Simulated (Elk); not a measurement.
# Collinear magnetic orders of CsV2S2O with Elk

A self-consistent run ends on one state, which hangs on the start. Several orders of CsV2S2O are started in Elk and their energies compared.

Calculated with Elk 11.2.3 (patched build); LDA (Perdew-Wang) with U = 4.10 eV, J = 0.90 eV on V d; all-electron APW+lo, Dirac cores, scalar-relativistic bands.

### 1. Starting point

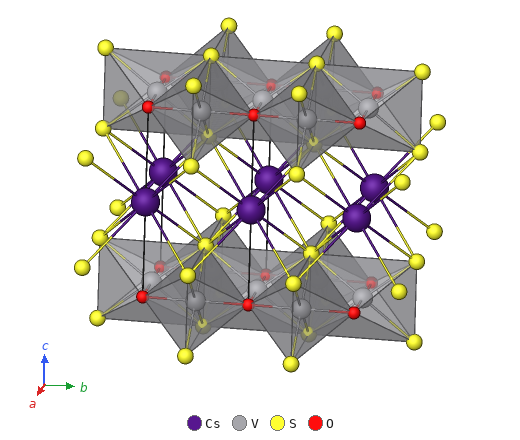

Start, viewed slightly off an axis; caesium purple, vanadium grey, sulfur yellow, oxygen red. 1×2×1 cells are drawn. Some periodic images of atoms are drawn too.

The cell comes from a database of computed structures and need not be the stable phase.

The settings of this session are not all sound (see the inputs), so it shows what such settings give, not the properties of the crystal.

### 2. Run 1 (ferro ++)

Parallel moments need no larger cell; this start tests for a ferromagnetic state only. A Hubbard U of customary size acts on the open shell; it was not fitted to this crystal.

The last three numbers of an atom's line are a seed field in its sphere. It points against the wanted moment and shrinks by the factor reducebf each loop.

Contents of elk.in:

```
tasks
  0

xctype
  3

rgkmax
  5.5

nempty
  12

swidth
  0.008

reducebf
  0.6

epsengy
  1e-05

maxscl
  100

lmaxi
  2

spinpol
  .true.

sppath
  './'

avec
  7.75114255771 0.00000000000 0.00000000000
  0.00000000000 7.75114255771 0.00000000000
  0.00000000000 0.00000000000 14.34549871686

atoms
  4
  'Cs.in'
  1
  0.0000000000 0.0000000000 0.5000000000   0.000000 0.000000 0.000000
  'V.in'
  2
  0.0000000000 0.5000000000 0.0000000000   0.000000 0.000000 -0.300000
  0.5000000000 0.0000000000 0.0000000000   0.000000 0.000000 -0.300000
  'S.in'
  2
  0.5000000000 0.5000000000 0.7881550000   0.000000 0.000000 0.000000
  0.5000000000 0.5000000000 0.2118450000   0.000000 0.000000 0.000000
  'O.in'
  1
  0.0000000000 0.0000000000 0.0000000000   0.000000 0.000000 0.000000

ngridk
  4 4 2

dft+u
  1 1
  2 2 0.150672 0.033074
```

The run is started by

```console
$ OMP_NUM_THREADS=4 elk
```

Numbers of over 12 decimals in the logs are rounded to 6 here.

The log of the run:

```text
Warning(gndstate): forces or DFT+U at lmaxo under 8 : 6
  [figures from our tests cut]: type lmaxo 8 and lmaxapw 10

--- INFO.OUT ---
┌─────────────────────────┐
│ Elk code version 11.2.3 │
└─────────────────────────┘

All units are atomic (Hartree, Bohr, etc.)

┌─────────────────────────────────────────────────┐
│ Ground-state run starting from atomic densities │
└─────────────────────────────────────────────────┘

Lattice vectors :
   7.751142558       0.000000000       0.000000000
   0.000000000       7.751142558       0.000000000
   0.000000000       0.000000000       14.34549872

Reciprocal lattice vectors :
  0.8106140818       0.000000000       0.000000000
   0.000000000      0.8106140818       0.000000000
   0.000000000       0.000000000      0.4379900226

Unit cell volume      :    861.8805891
Brillouin zone volume :   0.2878011369

Muffin-tin inner radius fraction :   0.1000000000E-01

Nuclei treated as point charges

Species : 1 (Cs)
 parameters loaded from : Cs.in
 name : caesium
 nuclear charge    :   -55.00000000
 electronic charge :    55.00000000
 atomic mass :    242271.8146
 muffin-tin radius :    2.800000000
 number of radial points in muffin-tin :    697
 inner part over the whole radius :   0.9860525787E-02
 number on inner part of muffin-tin    :    498
 approximate nuclear radius :   0.9115647269E-04
 number of mesh points to nuclear radius :    252
 atomic positions (lattice), magnetic fields (Cartesian) :
  1 :   0.00000000  0.00000000  0.00000000    0.00000000  0.00000000  0.00000000

Species : 2 (V)
 parameters loaded from : V.in
 name : vanadium
 nuclear charge    :   -23.00000000
 electronic charge :    23.00000000
 atomic mass :    92860.67382
 muffin-tin radius :    2.186040731
 number of radial points in muffin-tin :    497
 inner part over the whole radius :   0.9885309983E-02
 number on inner part of muffin-tin    :    349
 approximate nuclear radius :   0.6897515165E-04
 number of mesh points to nuclear radius :    165
 atomic positions (lattice), magnetic fields (Cartesian) :
  1 :   0.00000000  0.50000000  0.50000000    0.00000000  0.00000000 -0.30000000
  2 :   0.50000000  0.00000000  0.50000000    0.00000000  0.00000000 -0.30000000

Species : 3 (S)
 parameters loaded from : S.in
 name : sulphur
 nuclear charge    :   -16.00000000
 electronic charge :    16.00000000
 atomic mass :    58450.91931
 muffin-tin radius :    2.200000000
 number of radial points in muffin-tin :    397
 inner part over the whole radius :   0.9701357800E-02
 number on inner part of muffin-tin    :    277
 approximate nuclear radius :   0.6195814986E-04
 number of mesh points to nuclear radius :    126
 atomic positions (lattice), magnetic fields (Cartesian) :
  1 :   0.50000000  0.50000000  0.28815500    0.00000000  0.00000000  0.00000000
  2 :   0.50000000  0.50000000 -0.28815500    0.00000000  0.00000000  0.00000000

Species : 4 (O)
 parameters loaded from : O.in
 name : oxygen
 nuclear charge    :   -8.000000000
 electronic charge :    8.000000000
 atomic mass :    29165.12205
 muffin-tin radius :    1.639530548
 number of radial points in muffin-tin :    297
 inner part over the whole radius :   0.9519365501E-02
 number on inner part of muffin-tin    :    203
 approximate nuclear radius :   0.5115538663E-04
 number of mesh points to nuclear radius :     87
 atomic positions (lattice), magnetic fields (Cartesian) :
  1 :   0.00000000  0.00000000  0.50000000    0.00000000  0.00000000  0.00000000

Total number of atoms per unit cell :    6
Total muffin-tin volume :    287.1346433
 ratio of muffin-tin to unit cell volume :   0.3331489848

Spin treatment :
 spin-polarised
 global magnetic field (Cartesian) :    0.000000000       0.000000000       0.000000000
 collinear magnetisation in z-direction

Number of Bravais lattice symmetries :   16
Number of crystal symmetries         :   16
Crystal has inversion symmetry
Real symmetric eigensolver will be used

k-point grid :      4     4     2
k-point offset :    0.000000000       0.000000000       0.000000000
k-point set is reduced with full crystal symmetry group
Total number of k-points :       12

Muffin-tin radius times maximum |G+k| :    5.500000000
 using average radius
Maximum |G+k| for APW functions       :    2.497802689
Maximum (1/2)|G+k|²                   :    3.119509136
Maximum |G| for potential and density :    12.00000000
Constant for pseudocharge density :    8
 order of it for each species :   15  15  15  15
 order of it for pair densities of each species (exact exchange by exxq0 0: 15) :   10   4   4   3
Radial integration step length :    1

G-vector grid sizes :     30    30    56
Number of G-vectors :    25047

Maximum angular momentum used for
 APW functions            :    8
 outer part of muffin-tin :    6
 inner part of muffin-tin :    2

Total nuclear charge    :   -141.0000000
Total core charge       :    78.00000000
Total valence charge    :    63.00000000
Total excess charge     :    0.000000000
Total electronic charge :    141.0000000

Effective Wigner radius, rₛ :    1.134261330

Number of empty states         :     72
Total number of valence states :    208
Total number of core states    :     78

Third-order local-orbitals added for an l without core states : T
Total number of local-orbitals :     72

Exchange-correlation functional :      3     0     0
 Perdew-Wang/Ceperley-Alder, Phys. Rev. B 45, 13244 (1992)
 gradient requirement :    0
 local density approximation (LDA)

DFT+U calculation
 fully localised limit (FLL)
 see Phys. Rev. B 52, R5467 (1995)
 species : 2 (V), l = 2, U =   0.15067200, J =   0.03307400

Smearing type :    3
 Fermi-Dirac
Smearing width :   0.8000000000E-02
Effective electronic temperature (K) :    2526.200198

Mixing type :    3
 Broyden mixing, J. Phys. A: Math. Gen. 17, L317 (1984)

Kohn-Sham potential initialised from atomic data

┌──────────────────────────────┐
│ Self-consistent loop started │
└──────────────────────────────┘

┌─────────────────┐
│ Loop number : 1 │
└─────────────────┘

Energies :
 Fermi                       :     0.98895819383126E-01
 sum of occupied eigenvalues :     -6379.3803177556
 electron kinetic            :      11070.213748821
 core electron kinetic       :      10621.532341440
 Coulomb                     :     -21290.787787450
 Coulomb potential           :     -17005.205373114
 nuclear-nuclear             :     -1079.4411310379
 electron-nuclear            :     -23439.751804104
 Hartree                     :      3228.4051476916
 Madelung                    :     -12788.185100893
 xc potential                :     -444.26241205428
 xc effective B-field        :    -0.97735425227643E-01
[...]
Coulomb potential           :     -17006.146977529
 nuclear-nuclear             :     -1079.4411310379
 electron-nuclear            :     -23438.970295343
 Hartree                     :      3227.5348559802
 Madelung                    :     -12787.803081636
 xc potential                :     -443.50805444590
 xc effective B-field        :    -0.147260
 external B-field            :      0.000000
 exchange                    :     -318.26625980413
 correlation                 :     -12.165761381070
 DFT+U                       :     0.154239
 electron entropic           :    -0.15927956195601E-01
 total energy                :     -10550.643463952
 (external B-field energy excluded from total)

Density of states at Fermi energy :    74.46721398
 (states/Hartree/unit cell)

Estimated indirect band gap :   0.2940033733E-02
 from k-point 5 to k-point 11
Estimated direct band gap   :   0.3302785261E-02
 at k-point 5

Charges :
 core                        :    78.00000000
 valence                     :    63.00000000
 interstitial                :    9.730864233
 muffin-tins (core leakage)
  species : 1 (Cs)
   atom 1                    :    52.90185072     (  0.9034448169E-05)
  species : 2 (V)
   atom 1                    :    20.72505290     ( -0.3471373784E-05)
   atom 2                    :    20.72505290     ( -0.3471373784E-05)
  species : 3 (S)
   atom 1                    :    14.64294513     (  0.6414408681E-04)
   atom 2                    :    14.64294513     (  0.6414408681E-04)
  species : 4 (O)
   atom 1                    :    7.631288969     ( -0.4336226917E-05)
 total in muffin-tins        :    131.2691358
 total calculated charge     :    140.9999544
 total charge                :    141.0000000
 error                       :   0.4561272848E-04

Moments :
 interstitial                :   0.7318713537
 muffin-tins
  species : 1 (Cs)
   atom 1                    :   0.2757569235E-02
  species : 2 (V)
   atom 1                    :    1.806163820
   atom 2                    :    1.806163820
  species : 3 (S)
   atom 1                    :  -0.1401197322E-01
   atom 2                    :  -0.1401197322E-01
  species : 4 (O)
   atom 1                    :   0.3363978419E-01
 total in muffin-tins        :    3.620701047
 total moment                :    4.352572400

RMS change in Kohn-Sham potential (target) :   0.2427718623     (  0.1000000000E-05)
Absolute change in total energy (target)   :   0.2385918751     (  0.1000000000E-04)

[... loops 3 to 51 left out ...]

┌──────────────────┐
│ Loop number : 52 │
└──────────────────┘

Energies :
 Fermi                       :     0.203496
 sum of occupied eigenvalues :     -6368.3085052038
 electron kinetic            :      11073.622878810
 core electron kinetic       :      10622.151289030
 Coulomb                     :     -21293.010110762
 Coulomb potential           :     -17004.160375050
 nuclear-nuclear             :     -1079.4411310379
 electron-nuclear            :     -23445.182540592
 Hartree                     :      3231.6135608685
 Madelung                    :     -12790.929923237
 xc potential                :     -437.58676778652
 xc effective B-field        :    -0.184241
 external B-field            :      0.000000
 exchange                    :     -318.30216206733
 correlation                 :     -12.159062520815
 DFT+U                       :     0.194426
 electron entropic           :    -0.94886927210307E-02
 total energy                :     -10549.663519633
 (external B-field energy excluded from total)

Density of states at Fermi energy :    44.66615726
 (states/Hartree/unit cell)

Estimated indirect band gap :   0.1118641841E-02
 from k-point 9 to k-point 11
Estimated direct band gap   :   0.1212873339E-01
 at k-point 5

Charges :
 core                        :    78.00000000
 valence                     :    63.00000000
 interstitial                :    9.935376692
 muffin-tins (core leakage)
  species : 1 (Cs)
   atom 1                    :    53.00508053     (  0.8729929512E-05)
  species : 2 (V)
   atom 1                    :    20.93883288     ( -0.3471404471E-05)
   atom 2                    :    20.93883288     ( -0.3471404471E-05)
  species : 3 (S)
   atom 1                    :    14.50904242     (  0.6343181735E-04)
   atom 2                    :    14.50904242     (  0.6343181735E-04)
  species : 4 (O)
   atom 1                    :    7.163792196     ( -0.4335608896E-05)
 total in muffin-tins        :    131.0646233
 total calculated charge     :    140.9999733
 total charge                :    141.0000000
 error                       :   0.2674621612E-04

Moments :
 interstitial                :   0.7894683176
 muffin-tins
  species : 1 (Cs)
   atom 1                    :   0.1835561735E-02
  species : 2 (V)
   atom 1                    :    2.010719377
   atom 2                    :    2.010719377
  species : 3 (S)
   atom 1                    :  -0.1021980903E-01
   atom 2                    :  -0.1021980903E-01
  species : 4 (O)
   atom 1                    :   0.4298586194E-01
 total in muffin-tins        :    4.045820559
 total moment                :    4.835288876

RMS change in Kohn-Sham potential (target) :   0.2101789236E-06 (  0.1000000000E-05)
Absolute change in total energy (target)   :   0.1391754267E-05 (  0.1000000000E-04)

Convergence targets achieved

┌──────────────────┐
│ Loop number : 53 │
└──────────────────┘

Energies :
 Fermi                       :     0.203496
 sum of occupied eigenvalues :     -6368.3085126699
 electron kinetic            :      11073.622879759
 core electron kinetic       :      10622.151290832
 Coulomb                     :     -21293.010109891
 Coulomb potential           :     -17004.160380550
 nuclear-nuclear             :     -1079.4411310379
 electron-nuclear            :     -23445.182533079
 Hartree                     :      3231.6135542259
 Madelung                    :     -12790.929919616
 xc potential                :     -437.58677147708
 xc effective B-field        :    -0.184241
 external B-field            :      0.000000
 exchange                    :     -318.30216141218
 correlation                 :     -12.159062587396
 DFT+U                       :     0.194426
 electron entropic           :    -0.94885908284600E-02
 total energy                :     -10549.663517052
 (external B-field energy excluded from total)

Density of states at Fermi energy :    44.66548004
 (states/Hartree/unit cell)

Estimated indirect band gap :   0.1118434934E-02
 from k-point 9 to k-point 11
Estimated direct band gap   :   0.1212990190E-01
 at k-point 5

Charges :
 core                        :    78.00000000
 valence                     :    63.00000000
 interstitial                :    9.935377516
 muffin-tins (core leakage)
  species : 1 (Cs)
   atom 1                    :    53.00508053     (  0.8729928602E-05)
  species : 2 (V)
   atom 1                    :    20.93883247     ( -0.3471405012E-05)
   atom 2                    :    20.93883247     ( -0.3471405012E-05)
  species : 3 (S)
   atom 1                    :    14.50904231     (  0.6343181591E-04)
   atom 2                    :    14.50904231     (  0.6343181591E-04)
  species : 4 (O)
   atom 1                    :    7.163792407     ( -0.4335608932E-05)
 total in muffin-tins        :    131.0646225
 total calculated charge     :    140.9999733
 total charge                :    141.0000000
 error                       :   0.2674618364E-04

Moments :
 interstitial                :   0.7894659026
 muffin-tins
  species : 1 (Cs)
   atom 1                    :   0.1835560564E-02
  species : 2 (V)
   atom 1                    :    2.010714529
   atom 2                    :    2.010714529
  species : 3 (S)
   atom 1                    :  -0.1021989273E-01
   atom 2                    :  -0.1021989273E-01
  species : 4 (O)
   atom 1                    :   0.4298728295E-01
 total in muffin-tins        :    4.045812116
 total moment                :    4.835278019

┌──────────────────────────────┐
│ Self-consistent loop stopped │
└──────────────────────────────┘

Warning : forces or DFT+U at lmaxo under 8 : 6

Wrote STATE.OUT
```

Elapsed: 3 min, on 4 threads of Arm Neoverse V1, shared host; peak memory 0.42 GiB.

Spin moment in the muffin-tin sphere by atom:

```tsv
atom	spin moment in the muffin-tin sphere (μB)
Cs1	0.00
V2	2.01
V3	2.01
S4	-0.01
S5	-0.01
O6	0.04
```

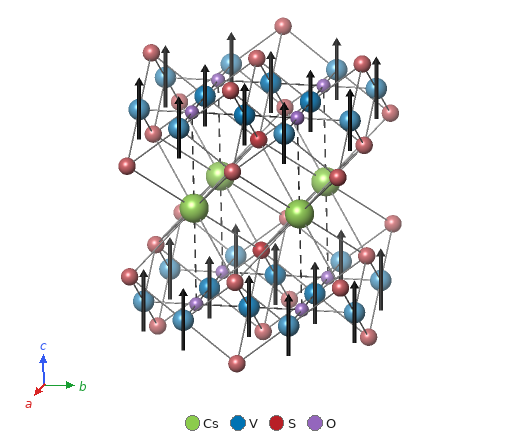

Spin moment in the muffin-tin sphere as arrows, the longest 2.01 μB. Up and down stand for the sign. Arrows give size and sign along the axis of quantisation, drawn up and down the page. Some periodic images of atoms are drawn too.

Numbers from this step:

```
density of states at the Fermi level : 1.641 states/eV/cell
moment between the spheres           : 0.7895 μB
magnetization                        : 4.835 μB
final state                          : ferromagnetic
```

After 53 cycles the largest moment stands at 2.01 μB.

(Part 1 of 2 ends here.)

[Logs and program files are shortened in this print: banners, set-up blocks, solver, clock and traceback lines can be left out without a mark of their own.]

[Logs are printed without paths, hosts, clocks, repeated set-up lines and the standing remarks that a program may print on its own settings, such as how far it seeks lower states.]

[Hosts, paths, dates, database ids (printed as entryN), source tags and the programs' standing remarks are cut or masked in the printed files.]

[Where a cell is said to come from a database of computed structures, the database is the Materials Project.]
